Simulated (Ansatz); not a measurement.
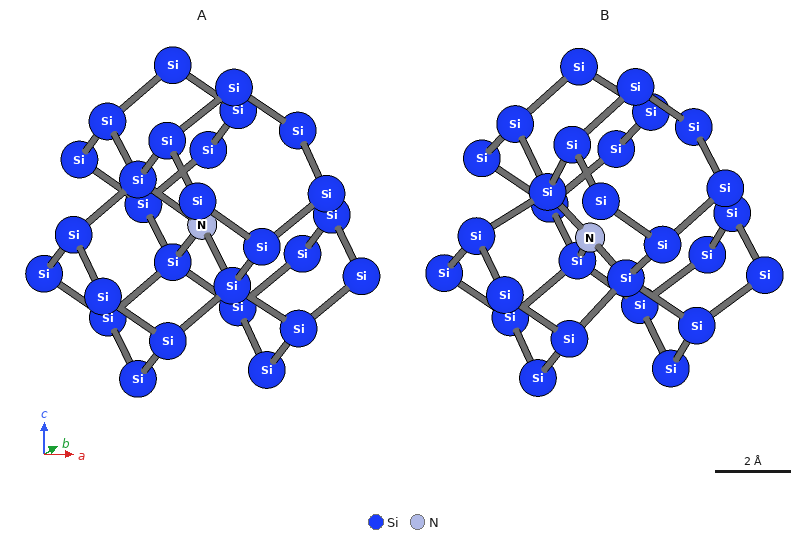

Two geometries of a defect cell of composition Si62N (cell charge −1), drawn at one scale. One is the start of a relaxation, the other its converged end. Style: ball-and-stick. Shown: the atoms within 5.0 Å of the atom that moves most (axes of the cell of the calculation (origin shifted)), slightly off an axis.

Computed with Ansatz, DFT, PBEsol, PAW, plane waves. Settings: plane-wave cutoff 420 eV; k-point mesh 1 × 1 × 1; mesh shifted by (0.25, 0.25, 0.25); no spin polarisation; atoms relaxed in a fixed cell; force threshold 0.03 eV/Å; at most 80 steps.

> Which one is relaxed?

Structure B is the relaxed one. After 10 geometry steps the energy has fallen by 3.726 eV per cell of the calculation. Largest force component: 2 eV/Å at the start, 0.021 eV/Å at the end. The atom that moves furthest is the N atom (0.56 Å along [−1 −1 −1]). By element the largest moves are N 0.56 Å, Si 0.54 Å. The cell stays as it was. Among the contacts that change: Si–Si 3.835 → 2.784 Å, N–Si 2.373 → 1.839 Å, N–Si 2.287 → 1.838 Å, Si–Si 2.379 → 2.525 Å. Among the angles between lasting bonds that change: Si–Si–Si 111.3° → 98.6°, Si–Si–N 109.0° → 121.6°, Si–Si–Si 108.5° → 98.8°.

Limits of the set-up: the cell is charged, on a uniform background, and energies carry no finite-size correction.
